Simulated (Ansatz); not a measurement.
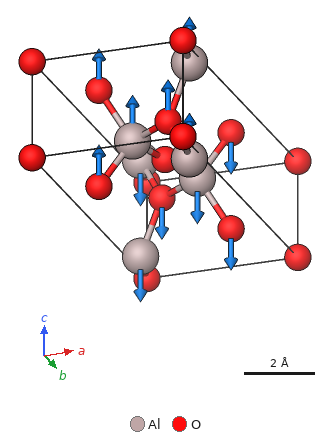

The lowest optical mode of solid Al$_{2}$O$_{3}$, space group Pnnm (No. 58), at the zone centre. Displacements are drawn as blue arrows; their common scale and sign are arbitrary. A ball-and-stick model of the cell of the calculation, seen from a free direction.

These are results of Ansatz 0.2.0, DFT LDA, scalar-relativistic, plane waves, PAW, not measurements.

Input
```yaml
crystal:
  lattice:
    - [4.5925856802, 0.0, 0.0]
    - [0.0, 9.5731211224, 0.0]
    - [0.0, 0.0, 2.9745879087]
  atoms:
    - { symbol: Al, position: [0.4138788425, 0.3309999376, 0.5] }
    - { symbol: Al, position: [0.5861211575, 0.6690000624, 0.5] }
    - { symbol: Al, position: [0.9138788425, 0.1690000624, 0.0] }
    - { symbol: Al, position: [0.0861211575, 0.8309999376, 0.0] }
    - { symbol: O, position: [0.7315554157, 0.2226862084, 0.5] }
    - { symbol: O, position: [0.0, 0.0, 0.0] }
    - { symbol: O, position: [0.7684445843, 0.7226862084, 0.0] }
    - { symbol: O, position: [0.2315554157, 0.2773137916, 0.0] }
    - { symbol: O, position: [0.2684445843, 0.7773137916, 0.5] }
    - { symbol: O, position: [0.5, 0.5, 0.5] }
basis:
  ecutwfc: 420
kpoints:
  mp_grid: { grid: [6, 4, 8] }
hamiltonian:
  xc: lda
scf:
  occupations: { method: gaussian, width: 0.05 }
output:
  eigenvalues: true
phonons:
  method: fd
  supercell: [1, 1, 1]
  amplitude: 0.02
  eigenvectors: true
  dielectric: false
```

Command:
```bash
ansatz run input.yaml --threads 2 --pin off --max-ram 5120MiB --backend cpu --events-out ev --progress --plain --runs-dir out
```

Frequencies are those without the non-analytic (LO–TO) term.

Is the structure stable against all modes at this point?

Answer. Yes: this softest mode has a real frequency, and so have all others here. That speaks for this wave vector alone: the rest of the zone wasn't checked in this run. This is the B₂g mode at 56 cm⁻¹, the lowest optical level, Raman-active by symmetry. The O (2a) atoms stay at rest; all motion is along c; atoms of one kind move against one another, with no net shift of any sublattice; the Al–O bond lengths don't change to first order, so for these it is a bending, tilting or sliding motion; the kinetic energy is shared as Al 64 %, O 36 %.
